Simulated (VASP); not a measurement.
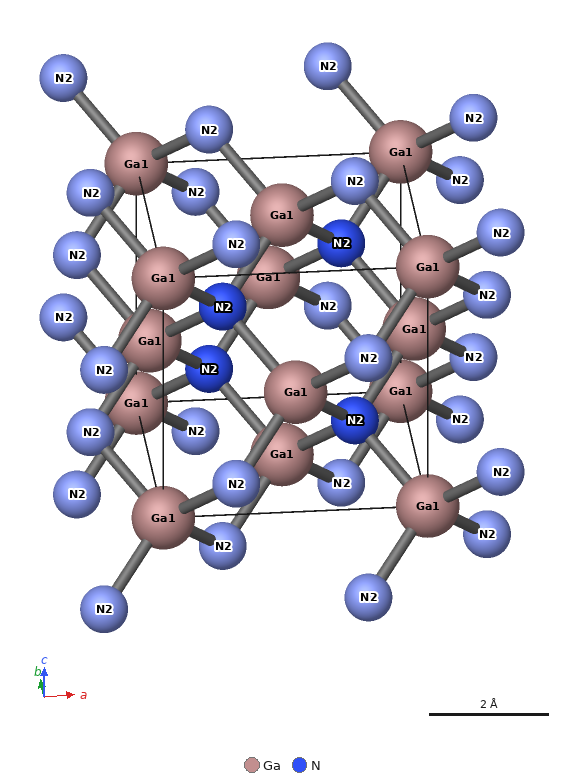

**Figure 1.** The structure as given in the input (ball-and-stick view of the cell 4 times as large as that of the calculation, set on its symmetry axes, seen at an oblique angle; neighbours outside the cell are drawn fainter; atoms are numbered from 1 in the order of the input).

Run report: GaN, geometry relaxation (part 1 of 2)

- system: GaN (2 atoms in the cell)
- method: Kohn-Sham DFT of a periodic cell, PBEsol, VASP PAW PBE potentials, recommended, no spin polarisation (VASP 6.6.1)

The structure was built on a prototype by a generator; it need not be a known phase.

## INCAR
```
SYSTEM = GaN
PREC = Accurate ; ENCUT = 600
EDIFF = 1E-7 ; ISMEAR = 0
SIGMA = 0.03 ; LREAL = .FALSE.
LASPH = .TRUE. ; NELM = 80
ALGO = Normal ; ISIF = 3
LWAVE = .FALSE. ; LCHARG = .FALSE.
GGA = PS ; IBRION = 2
NSW = 90 ; EDIFFG = -0.005
KPAR = 8
```

## KPOINTS
```
Automatic mesh
0
G
  14 14 14
  0 0 0
```

## POSCAR
```
GaN                                     
1.0
    0.0000000000      2.2470932288      2.2470932288
    2.2470932288      0.0000000000      2.2470932288
    2.2470932288      2.2470932288      0.0000000000
  Ga              N             
     1     1
Direct
     0.0000000000000000    0.0000000000000000    0.0000000000000000
     0.2500000000000000    0.2500000000000000    0.2500000000000000
```

Command:
```bash
cat potpaw_PBE.64/Ga_d/POTCAR potpaw_PBE.64/N/POTCAR > POTCAR
mpirun -np 8 vasp_std > vasp.out
```

## OSZICAR
```
N       E                     dE             d eps       ncg     rms          rms(c)
DAV:   1     0.917577291254E+02    0.91758E+02   -0.10626E+04  2957   0.271E+03
DAV:   2    -0.714726978179E+01   -0.98905E+02   -0.93006E+02  3017   0.376E+02
DAV:   3    -0.148140088786E+02   -0.76667E+01   -0.76131E+01  3119   0.950E+01
DAV:   4    -0.149434964446E+02   -0.12949E+00   -0.12938E+00  3165   0.132E+01
DAV:   5    -0.149456023271E+02   -0.21059E-02   -0.21056E-02  3055   0.151E+00    0.722E+00
DAV:   6    -0.131504547589E+02    0.17951E+01   -0.51675E+00  4161   0.491E+01    0.261E+00
DAV:   7    -0.131438164248E+02    0.66383E-02   -0.31836E-01  2719   0.731E+00    0.169E+00
DAV:   8    -0.131283093968E+02    0.15507E-01   -0.62756E-02  3239   0.372E+00    0.689E-01
DAV:   9    -0.131242366275E+02    0.40728E-02   -0.18379E-02  4122   0.336E+00    0.163E-01
DAV:  10    -0.131243422238E+02   -0.10560E-03   -0.15258E-03  3237   0.650E-01    0.655E-02
DAV:  11    -0.131243129299E+02    0.29294E-04   -0.16716E-04  4006   0.244E-01    0.103E-02
DAV:  12    -0.131243149679E+02   -0.20380E-05   -0.13439E-05  3062   0.535E-02    0.367E-03
DAV:  13    -0.131243148652E+02    0.10270E-06   -0.60390E-07  3162   0.811E-03    0.182E-03
DAV:  14    -0.131243148135E+02    0.51708E-07   -0.71555E-08  1537   0.268E-03
   1 F= -.13124315E+02 E0= -.13124315E+02  d E =-.131243E+02
       N       E                     dE             d eps       ncg     rms          rms(c)
DAV:   1    -0.131245284033E+02   -0.21354E-03   -0.28533E-03  3144   0.154E+00    0.888E-02
DAV:   2    -0.131243615631E+02    0.16684E-03   -0.27650E-04  3269   0.572E-01    0.398E-02
DAV:   3    -0.131243203470E+02    0.41216E-04   -0.47854E-05  3284   0.273E-01    0.966E-03
DAV:   4    -0.131243149878E+02    0.53592E-05   -0.67259E-06  3547   0.398E-02    0.732E-04
DAV:   5    -0.131243149703E+02    0.17487E-07   -0.18776E-07  2708   0.470E-03
   2 F= -.13124315E+02 E0= -.13124315E+02  d E =-.156839E-06
       N       E                     dE             d eps       ncg     rms          rms(c)
DAV:   1    -0.131243657728E+02   -0.50785E-04   -0.62400E-04  3149   0.717E-01    0.414E-02
DAV:   2    -0.131243293194E+02    0.36453E-04   -0.61185E-05  3269   0.269E-01    0.185E-02
DAV:   3    -0.131243206270E+02    0.86923E-05   -0.10427E-05  3319   0.127E-01    0.456E-03
DAV:   4    -0.131243195982E+02    0.10288E-05   -0.14502E-06  3562   0.185E-02    0.329E-04
DAV:   5    -0.131243196051E+02   -0.68953E-08   -0.38674E-08  1387   0.225E-03
   3 F= -.13124320E+02 E0= -.13124320E+02  d E =-.479158E-05
```

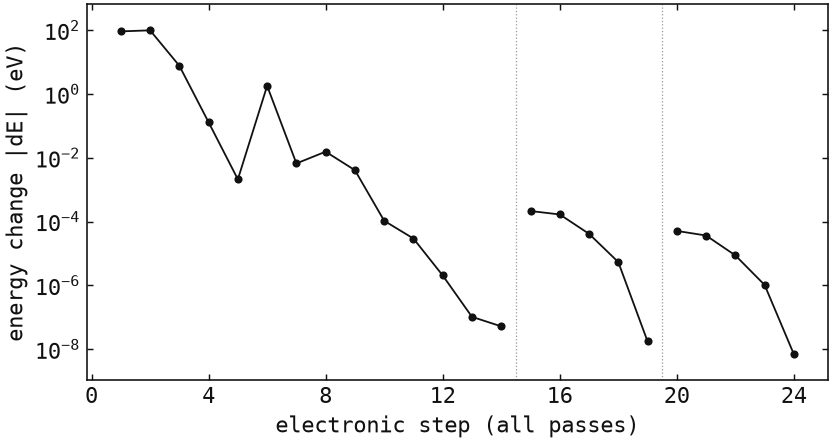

**Figure 2.** Convergence of the self-consistent field: energy change |dE| against the electronic step. Each stretch between dotted lines is the SCF of one geometry step of a relaxation. The 3 ionic steps take 5 to 14 electronic steps each. The density is held fixed in the first few steps, and dE rises again when its update begins.

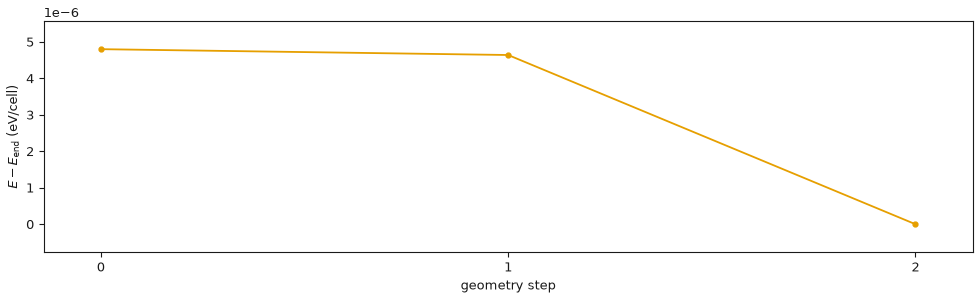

**Figure 3.** Progress of the relaxation, step by step (steps are counted from 0). The atoms keep their places relative to the cell (all moves are under 0.005 Å). The energy falls by next to nothing (0.0 meV per cell of the calculation) in 2 geometry steps. All forces vanish by symmetry, so only the cell relaxes.

## Parts of OUTCAR
```
SYSTEM = GaN
   PREC = Accurate
   ENCUT = 600
   EDIFF = 1E-7
   ISMEAR = 0
   LREAL = .FALSE.
   LASPH = .TRUE.
   NELM = 80
   ISIF = 3
   GGA = PS
   IBRION = 2
   NSW = 90
   EDIFFG = -0.005

 ion  position               nearest neighbor table
   1  0.000  0.000  0.000-   2 1.95   2 1.95   2 1.95   2 1.95
   2  0.250  0.250  0.250-   1 1.95   1 1.95   1 1.95   1 1.95

  LATTYP: Found a face centered cubic cell.
 ALAT       =     4.4941864576

  Lattice vectors:

 A1 = (   0.0000000000,   2.2470932288,   2.2470932288)
 A2 = (   2.2470932288,   0.0000000000,   2.2470932288)
 A3 = (   2.2470932288,   2.2470932288,   0.0000000000)

Analysis of symmetry for initial positions (statically):
=====================================================================
 Subroutine PRICEL returns:
 Original cell was already a primitive cell.

 Routine SETGRP: Setting up the symmetry group for a
 face centered cubic supercell.

 Subroutine GETGRP returns: Found 24 space group operations
 (whereof 24 operations were pure point group operations)
 out of a pool of 48 trial point group operations.

The static configuration has the point symmetry T_d .

Analysis of symmetry for dynamics (positions and initial velocities):
=====================================================================
 Subroutine PRICEL returns:
 Original cell was already a primitive cell.

 Routine SETGRP: Setting up the symmetry group for a
 face centered cubic supercell.

 Subroutine GETGRP returns: Found 24 space group operations
 (whereof 24 operations were pure point group operations)
 out of a pool of 48 trial point group operations.

The dynamic configuration has the point symmetry T_d .

 Subroutine INISYM returns: Found 24 space group operations
 (whereof 24 operations are pure point group operations),
 and found     1 'primitive' translations

----------------------------------------------------------------------------------------

                                     Primitive cell

  volume of cell :      22.6931

  direct lattice vectors                    reciprocal lattice vectors
     0.000000000  2.247093229  2.247093229    -0.222509682  0.222509682  0.222509682
     2.247093229  0.000000000  2.247093229     0.222509682 -0.222509682  0.222509682
     2.247093229  2.247093229  0.000000000     0.222509682  0.222509682 -0.222509682

  length of vectors
     3.177869720  3.177869720  3.177869720     0.385398075  0.385398075  0.385398075

  position of ions in fractional coordinates (direct lattice)
     0.000000000  0.000000000  0.000000000
     0.250000000  0.250000000  0.250000000

  ion indices of the primitive-cell ions
   primitive index   ion index
                 1           1
                 2           2

----------------------------------------------------------------------------------------

 KPOINTS: Automatic mesh

Automatic generation of k-mesh.
 Grid dimensions read from file:
 generate k-points for:   14   14   14

 Generating k-lattice:

  Cartesian coordinates                     Fractional coordinates (reciprocal lattice)
    -0.015893549  0.015893549  0.015893549     0.071428571  0.000000000  0.000000000
     0.015893549 -0.015893549  0.015893549     0.000000000  0.071428571  0.000000000
     0.015893549  0.015893549 -0.015893549     0.000000000  0.000000000  0.071428571

  Length of vectors
     0.027528434  0.027528434  0.027528434

  Shift w.r.t. Gamma in fractional coordinates (k-lattice)
     0.000000000  0.000000000  0.000000000

 Subroutine IBZKPT returns following result:
 ===========================================

 Found    104 irreducible k-points:

 Following reciprocal coordinates:
            Coordinates               Weight
  0.000000  0.000000  0.000000      1.000000
  0.071429  0.000000  0.000000      8.000000
  0.142857  0.000000  0.000000      8.000000
  0.214286  0.000000  0.000000      8.000000
  0.285714  0.000000  0.000000      8.000000
  0.357143  0.000000  0.000000      8.000000
  0.428571  0.000000  0.000000      8.000000
  0.500000  0.000000  0.000000      4.000000
  0.071429  0.071429  0.000000      6.000000
  0.142857  0.071429  0.000000     24.000000
  0.214286  0.071429  0.000000     24.000000
  0.285714  0.071429  0.000000     24.000000
  0.357143  0.071429  0.000000     24.000000
  0.428571  0.071429  0.000000     24.000000
  0.500000  0.071429  0.000000     24.000000
 -0.428571  0.071429  0.000000     24.000000
 -0.357143  0.071429  0.000000     24.000000
 -0.285714  0.071429  0.000000     24.000000
 -0.214286  0.071429  0.000000     24.000000
 -0.142857  0.071429  0.000000     24.000000
 -0.071429  0.071429  0.000000     12.000000
  0.142857  0.142857  0.000000      6.000000
  0.214286  0.142857  0.000000     24.000000
  0.285714  0.142857  0.000000     24.000000
 [... further k-points ...]
   k-points           NKPTS =    104   k-points in BZ     NKDIM =    104   number of bands    NBANDS=     13
   number of dos      NEDOS =    301   number of ions     NIONS =      2
   total plane-waves  NPLWV =  21952
   dimension x,y,z NGX =    28 NGY =   28 NGZ =   28
   dimension x,y,z NGXF=    56 NGYF=   56 NGZF=   56
   ions per type =               1   1
   NGX,Y,Z   is equivalent  to a cutoff of  14.65, 14.65, 14.65 a.u.
   NGXF,Y,Z  is equivalent  to a cutoff of  29.30, 29.30, 29.30 a.u.
 SYSTEM =  GaN
   PREC   = accura    normal or accurate (medium, high low for compatibility)
   ISTART =      0    job   : 0-new  1-cont  2-samecut
   ICHARG =      2    charge: 1-file 2-atom 10-const
   ISPIN  =      1    spin polarized calculation?
   LNONCOLLINEAR =      F non collinear calculations
   LSORBIT =      F    spin-orbit coupling
   LASPH  =      T    aspherical Exc in radial PAW
   ENCUT  =  600.0 eV  44.10 Ry    6.64 a.u.   6.35  6.35  6.35*2*pi/ulx,y,z
   NELM   =     80;   NELMIN=  2; NELMDL= -5     # of ELM steps
   EDIFF  = 0.1E-06   stopping-criterion for ELM
   LREAL  =      F    real-space projection
   EDIFFG = -.5E-02   stopping-criterion for IOM
   NSW    =     90    number of steps for IOM
   IBRION =      2    ionic relax: 0-MD 1-quasi-New 2-CG
   NFREE  =      1    steps in history (QN), initial steepest desc. (CG)
   ISIF   =      3    stress and relaxation
   ISYM   =      2    0-nonsym 1-usesym 2-fastsym
   POTIM  = 0.5000    time-step for ionic-motion
   TEBEG  =    0.0;   TEEND  =   0.0 temperature during run
   PSTRESS=    0.0 pullay stress
   NELECT =      18.0000    total number of electrons
   NUPDOWN=      -1.0000    fix difference up-down
   EMIN   =  10.00;   EMAX   =-10.00  energy-range for DOS
   EFERMI =   0.00;   METHOD = LEGACY
   ISMEAR =     0;   SIGMA  =   0.03  broadening in eV -4-tet -1-fermi 0-gaus
   EFERMI_NEDOS =   21; number of points for ismear=-14 and -15
   IALGO  =     38    algorithm
   IMIX   =      4    mixing-type and parameters
     AMIX     =   0.40;   BMIX     =  1.00
     AMIX_MAG =   1.60;   BMIX_MAG =  1.00
  volume/ion in A,a.u.               =      11.35        76.57
  Fermi-wavevector in a.u.,A,eV,Ry     =   1.515425  2.863739 31.245974  2.296514
  Thomas-Fermi vector in A             =   2.624951
   LORBIT       =      0    0 simple, 1 ext, 2 COOP (PROOUT), +10 PAW based schemes
   GGA     = PS    functional components
   LHFCALC =     F    Hartree Fock is set to
   AEXX    =    0.0000 exact exchange contribution
   IVDW    =     0    specifies the selected vdW correction
   LEPSILON=     F    determine dielectric tensor
   LRPA    =     F    only Hartree local field effects (RPA)
 conjugate gradient relaxation of ions
 non-spin polarized calculation
 Gauss-broadening in eV      SIGMA  =   0.03
  energy-cutoff  :      600.00
  volume of cell :       22.69
 maximum number of plane-waves:       769
 NGX is ok and might be reduce to    28
   NGX = 13   NGY = 13   NGZ = 13

--------------------------------------- Ionic step        1  -------------------------------------------
```
